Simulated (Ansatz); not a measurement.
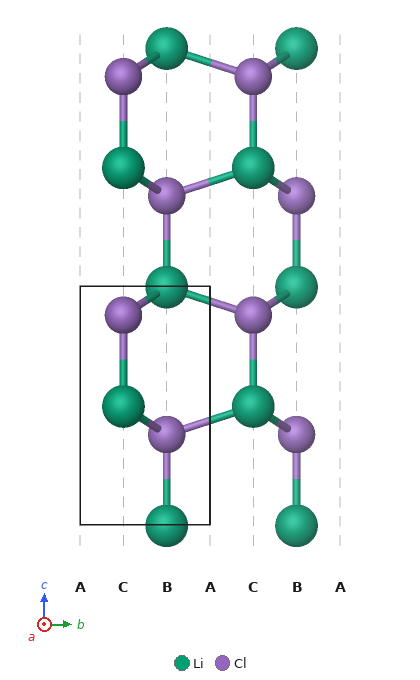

Projection along an edge of the hexagonal mesh, stacking direction c upwards. The dashed lines mark the three columns A (0, 0), B (1/3, 2/3) and C (2/3, 1/3). The sequence starts with the first layer at or above the cell's origin.

System LiCl (space group P6_3mc, No. 186); source of the atomic positions: the end point of a relaxation with DFT PBEsol, scalar-relativistic, plane waves, PAW in Ansatz; the starting structure was generated, so it need not be a known form of this composition.

Question: Give the sequence of layers in one repeat, with element and column.

Answer: Li(B) – Cl(B) – Li(C) – Cl(C) (four layers in 6.18 Å).

Question: How are the Cl layers alone stacked?

Answer: Cl layers alone: BC, the hexagonal close-packed type.

Question: Which positions between or in the Cl layers do the other atoms fill?

Answer: Li: two tetrahedral sites, counted in one hexagonal cell.

Question: What short polytype symbol fits?

Answer: Polytype symbol 2H, the symbol of a tetrahedral polytype (number of double layers in the repeat and lattice).

Heights of the layers:

```
layer  atoms (column)  height (Å)  to next (Å)
    1           Li(B)        0.00         2.34
    2           Cl(B)        2.34         0.73
    3           Li(C)        3.07         2.36
    4           Cl(C)        5.43         0.75
```
